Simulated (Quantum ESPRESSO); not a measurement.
## Run report: Ta2H3, relaxation of cell and atoms (part 2 of 2)

Continued. System: Ta2H3 (5 atoms in the cell). Method: Kohn-Sham DFT of a periodic cell, rPW86PBE with rVV10, GBRV 1.5 PBE, no spin polarisation (Quantum ESPRESSO 7.5); cutoff 612.26 eV, 4×4×3 k-mesh, Gaussian smearing of 0.1 eV. The structure was made by swapping elements on the sites of another compound; it need not be a known phase.

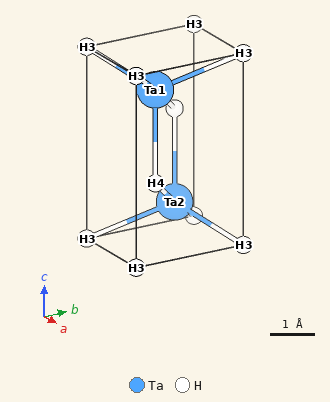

Figure 1. The input geometry (ball-and-stick view of the cell of the calculation, seen slightly off an axis; atoms are numbered from 1 in the order of the input). An atom can appear more than once, as a periodic image.

The program's output, continued
```
     NEW-OLD atomic charge density approx. for the potential
     New effective cutoffs (rho, wfc):  359.45   44.92

     negative rho (up, down):  1.967E-01 0.000E+00

     Self-consistent Calculation

     iteration #  1     ecut=    45.00 Ry     beta= 0.50
     Davidson diagonalization with overlap
     ethr =  1.00E-06,  avg # of iterations =  9.6

     negative rho (up, down):  1.957E-01 0.000E+00

     total energy              =    -287.43397305 Ry
     estimated scf accuracy    <       0.02276713 Ry

[... 111 further cycles ...]
     iteration #  2     ecut=    45.00 Ry     beta= 0.50
     Davidson diagonalization with overlap
     ethr =  6.49E-04,  avg # of iterations =  1.0

     negative rho (up, down):  1.959E-01 0.000E+00

     total energy              =    -287.58450294 Ry
     estimated scf accuracy    <       0.06690875 Ry

     iteration #  3     ecut=    45.00 Ry     beta= 0.50
     Davidson diagonalization with overlap
     ethr =  2.31E-04,  avg # of iterations =  2.0

     negative rho (up, down):  1.981E-01 0.000E+00

     total energy              =    -287.59596994 Ry
     estimated scf accuracy    <       0.00096308 Ry

     iteration #  4     ecut=    45.00 Ry     beta= 0.50
     Davidson diagonalization with overlap
     ethr =  3.32E-06,  avg # of iterations =  2.7

     negative rho (up, down):  1.995E-01 0.000E+00

     total energy              =    -287.59601008 Ry
     estimated scf accuracy    <       0.00019471 Ry

     iteration #  5     ecut=    45.00 Ry     beta= 0.50
     Davidson diagonalization with overlap
     ethr =  6.71E-07,  avg # of iterations =  2.1

     negative rho (up, down):  1.992E-01 0.000E+00

     total energy              =    -287.59604556 Ry
     estimated scf accuracy    <       0.00000544 Ry

     iteration #  6     ecut=    45.00 Ry     beta= 0.50
     Davidson diagonalization with overlap
     ethr =  1.87E-08,  avg # of iterations =  1.9

     negative rho (up, down):  1.992E-01 0.000E+00

     total energy              =    -287.59604559 Ry
     estimated scf accuracy    <       0.00000106 Ry

     iteration #  7     ecut=    45.00 Ry     beta= 0.50
     Davidson diagonalization with overlap
     ethr =  3.65E-09,  avg # of iterations =  2.0

     negative rho (up, down):  1.992E-01 0.000E+00

     total energy              =    -287.59604578 Ry
     estimated scf accuracy    <       0.00000003 Ry

     iteration #  8     ecut=    45.00 Ry     beta= 0.50
     Davidson diagonalization with overlap
     ethr =  1.14E-10,  avg # of iterations =  2.7

     negative rho (up, down):  1.992E-01 0.000E+00

     total energy              =    -287.59604579 Ry
     estimated scf accuracy    <          7.9E-09 Ry

     iteration #  9     ecut=    45.00 Ry     beta= 0.50
     Davidson diagonalization with overlap
     ethr =  2.72E-11,  avg # of iterations =  2.0

     negative rho (up, down):  1.992E-01 0.000E+00

     total energy              =    -287.59604579 Ry
     estimated scf accuracy    <          5.0E-10 Ry

     iteration # 10     ecut=    45.00 Ry     beta= 0.50
     Davidson diagonalization with overlap
     ethr =  1.72E-12,  avg # of iterations =  2.1

     negative rho (up, down):  1.992E-01 0.000E+00

     total energy              =    -287.59604579 Ry
     estimated scf accuracy    <          1.5E-11 Ry

     iteration # 11     ecut=    45.00 Ry     beta= 0.50
     Davidson diagonalization with overlap
     ethr =  1.00E-13,  avg # of iterations =  2.0

     negative rho (up, down):  1.992E-01 0.000E+00

     End of self-consistent calculation

          k = 0.0000 0.0000 0.0000 (  1535 PWs)   bands (ev):

   -51.4808 -51.4447 -18.3493 -17.7844 -17.5553 -17.5553 -17.4942 -17.4942
     5.2195   9.4154  10.4611  15.5490  16.4782  16.4782  17.0995  17.0995
    18.4192  18.4192  19.6241  20.3875  20.3875  22.4271

          k =-0.0000-0.0000 0.2238 (  1528 PWs)   bands (ev):

   -51.4759 -51.4496 -18.2404 -17.9015 -17.5465 -17.5465 -17.5031 -17.5031
     5.9529   7.8302  11.7570  14.1427  16.3820  16.3820  16.8667  16.8667
    19.0833  19.0833  19.7918  20.2313  20.2313  23.4381

          k = 0.0000 0.3480 0.0000 (  1517 PWs)   bands (ev):

   -51.4543 -51.4275 -18.2285 -17.9162 -17.8308 -17.7774 -17.6452 -17.5565
     6.7999   9.6338  10.5767  14.5599  15.5129  15.8648  17.0992  17.2126
    18.3386  18.8570  20.7493  21.3253  21.9542  22.5260

          k = 0.0000 0.3480 0.2238 (  1520 PWs)   bands (ev):

   -51.4506 -51.4311 -18.1717 -17.9745 -17.8428 -17.7668 -17.6323 -17.5695
     7.1994   9.1265  10.6795  14.5283  14.5792  15.8010  17.6293  17.8991
    18.2592  19.0977  20.3010  20.4021  22.0256  23.0021

          k =-0.0000-0.6959-0.0000 (  1520 PWs)   bands (ev):

   -51.4248 -51.4130 -18.2390 -18.1660 -18.0243 -17.8596 -17.7301 -17.6217
     8.8384   8.9292  11.0853  13.1359  14.0224  16.2011  16.4770  20.2388
    20.5722  20.8088  21.5660  21.8980  23.0522  23.2149

          k =-0.0000-0.6959 0.2238 (  1536 PWs)   bands (ev):

   -51.4232 -51.4146 -18.2705 -18.2151 -17.9468 -17.8544 -17.7146 -17.6376
     8.2152   9.9959  10.9824  12.4214  14.0192  16.4513  17.0982  19.0664
    19.7921  20.6878  21.6165  21.8448  23.1935  23.8148

          k = 0.3013 0.5219 0.0000 (  1516 PWs)   bands (ev):

   -51.4249 -51.4129 -18.1212 -18.0687 -18.0226 -17.8547 -17.8326 -17.7571
     8.8819   9.6032  10.3895  14.1083  15.0010  15.2004  16.2310  18.1733
    19.4313  19.6708  21.6038  22.8250  23.0107  23.4949

          k = 0.3013 0.5219 0.2238 (  1529 PWs)   bands (ev):

   -51.4232 -51.4146 -18.1589 -18.1264 -17.9498 -17.8704 -17.7943 -17.7553
     8.9597   9.4582  10.6398  13.9454  14.3184  15.2711  16.4537  17.9973
    18.9675  20.9121  21.2014  22.2179  23.5598  23.9753

          k = 0.0000 0.3480-0.2238 (  1520 PWs)   bands (ev):

   -51.4506 -51.4311 -18.1670 -17.9895 -17.8167 -17.7827 -17.6324 -17.5693
     7.4098   8.6139  11.0260  14.2415  15.1567  15.5430  17.3275  18.1170
    18.3626  19.0544  20.1810  20.2652  21.9842  24.0818

     the Fermi energy is    16.9113 ev

!    total energy              =    -287.59604579 Ry
     estimated scf accuracy    <          7.4E-13 Ry
     smearing contrib. (-TS)   =      -0.00031917 Ry
     internal energy E=F+TS    =    -287.59572662 Ry

     The total energy is F=E-TS. E is the sum of the following terms:
     one-electron contribution =     -39.16034561 Ry
     hartree contribution      =      32.11985391 Ry
     xc contribution           =     -87.04387455 Ry
     ewald contribution        =    -193.51136037 Ry

     convergence has been achieved in  11 iterations

     negative rho (up, down):  1.992E-01 0.000E+00

     Forces acting on atoms (cartesian axes, Ry/au):

     atom    1 type  1   force =     0.00000000    0.00000000   -0.00015402
     atom    2 type  1   force =    -0.00000000   -0.00000000    0.00015402
     atom    3 type  2   force =     0.00000000    0.00000000    0.00000000
     atom    4 type  2   force =    -0.00000000   -0.00000000    0.00001967
     atom    5 type  2   force =     0.00000000   -0.00000000   -0.00001967

     Total force =     0.000220     Total SCF correction =     0.000003

     Computing stress (Cartesian axis) and pressure

     negative rho (up, down):  1.992E-01 0.000E+00
          total   stress  (Ry/bohr**3)                   (kbar)     P=       -3.50
  -0.00005207  -0.00000000   0.00000000           -7.66       -0.00        0.00
  -0.00000000  -0.00005207   0.00000000           -0.00       -7.66        0.00
   0.00000000   0.00000000   0.00003272            0.00        0.00        4.81

=------------------------------------------------------------------------------=
   JOB DONE.
=------------------------------------------------------------------------------=
```

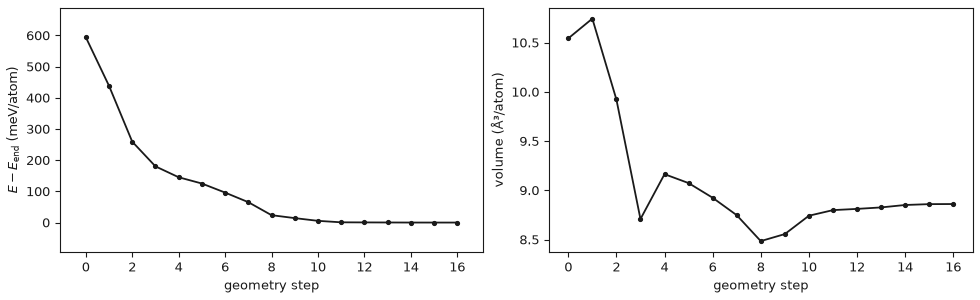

Figure 2. Progress of the relaxation, step by step (steps are counted from 0).

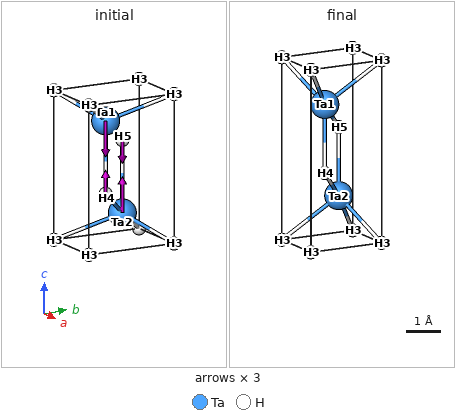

Figure 3. Before (left) and after (right) the relaxation, at one scale (ball-and-stick view of the cell of the calculation, seen slightly off an axis). The pink arrows give the displacements (without the part carried along by the change of the cell), magnified 3 times. Over 16 geometry steps the energy falls by 594 meV per atom. The largest force component goes from 5 to 0.0018 eV/Å. The largest moves relative to the cell, 0.37 Å, are those of Ta1 and Ta2. By element the largest moves are Ta 0.37 Å, H 0.24 Å. The volume changes by −16.0 %, with a = b 3.682 → 3.055 Å (−17.0 %), c 4.490 → 5.483 Å (+22.1 %). Among the contacts that change: Ta1–H4 2.301 → 3.423 Å, Ta1–Ta1 3.682 → 3.055 Å, Ta1–Ta2 2.580 → 3.080 Å, Ta1–H5 2.285 → 1.979 Å. Bonds break: Ta1–H4 (2.30 → 3.42 Å), Ta2–H5 (2.30 → 3.42 Å). Among the angles that change: Ta1–H3–Ta1 110.0° → 89.5°, Ta1–H3–Ta2 70.0° → 90.5°, Ta1–H5–Ta1 107.3° → 101.0°. The space group stays P-3m1 (No. 164). (Atoms are counted from 1 in the order of the input.)

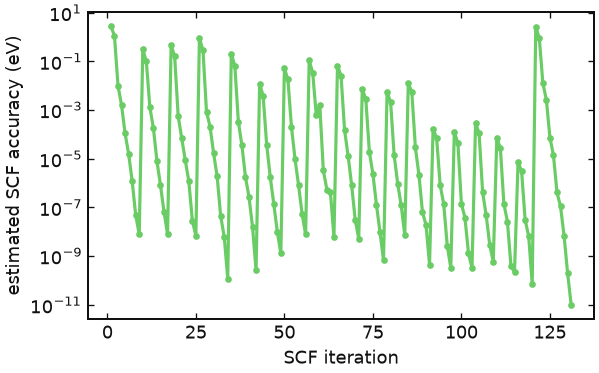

Figure 4. Convergence of the self-consistent field: estimated SCF accuracy against the iteration. The field takes 131 iterations in all.

This output came from the following input.

The input
```
&CONTROL
  calculation = 'vc-relax'
  prefix = 'pwscf'
  outdir = './tmp'
  pseudo_dir = './pseudo'
  tprnfor = .true.
  tstress = .true.
  disk_io = 'low'
  nstep = 40
  forc_conv_thr = 0.0004
  etot_conv_thr = 1d-05
/
&SYSTEM
  ibrav = 0
  nat = 5
  ntyp = 2
  ecutwfc = 45
  ecutrho = 360
  nbnd = 22
  input_dft = 'rvv10'
  occupations = 'smearing'
  smearing = 'gaussian'
  degauss = 0.00734986
/
&ELECTRONS
  conv_thr = 1d-09
  electron_maxstep = 120
  mixing_beta = 0.5
  mixing_mode = 'local-TF'
/
&IONS
  ion_dynamics = 'bfgs'
/
&CELL
  cell_dynamics = 'bfgs'
  press = 0
  press_conv_thr = 0.3
/
ATOMIC_SPECIES
Ta   180.9479 ta_pbe_v1.uspp.F.UPF
H      1.0080 h_pbe_v1.4.uspp.F.UPF
CELL_PARAMETERS bohr
   6.9576841257    0.0000000000    0.0000000000
  -3.4788420629    6.0255312102    0.0000000000
   0.0000000000    0.0000000000    8.4856687844
ATOMIC_POSITIONS bohr
Ta     3.4788420977    2.0085103833    7.1039503911
Ta    -0.0000000348    4.0170208269    1.3817183933
H      0.0000000000    0.0000000000    0.0000000000
H      3.4788420977    2.0085103833    2.9672191891
H     -0.0000000348    4.0170208269    5.5184495954
K_POINTS automatic
4 4 3 0 0 0
```

Launched with:
```bash
OMP_NUM_THREADS=1 pw.x -in pw.in > pw.out
```

Key numbers

| quantity | value |
| --- | --- |
| outcome | converged |
| space group (tolerance 0.01 Å) | P-3m1 (164) |
| electrons treated | 29 |
| free energy | −3912.9435 eV |
| Fermi energy | 16.911 eV |
| gap on the k-point mesh | none (metallic) |
| pressure | −0.35 GPa |
| final volume | 44.30 Å³ |
| largest force (length of the vector) at the end | 0.004 eV/Å |
| final cell | a = 3.055 Å, b = 3.055 Å, c = 5.483 Å, α = 90.00°, β = 90.00°, γ = 120.00° |
| hardware | 1 thread of Intel Xeon (Granite Rapids), 16 GiB of memory available, shared host |
| wall time | 3.5 min |
| peak memory | 0.32 GiB |

Notes

Settings chosen away from the usual ones: mixing_mode set to local-TF. Further notes kept with the run: potentials made for another functional. Notes on the run: negative rho. Points of doubt noted for this run: coarse mesh; potentials made for another functional. Spin–orbit coupling is left out, which matters for Ta. The k-point mesh is coarse for a cell of this size, so the results may not be converged.
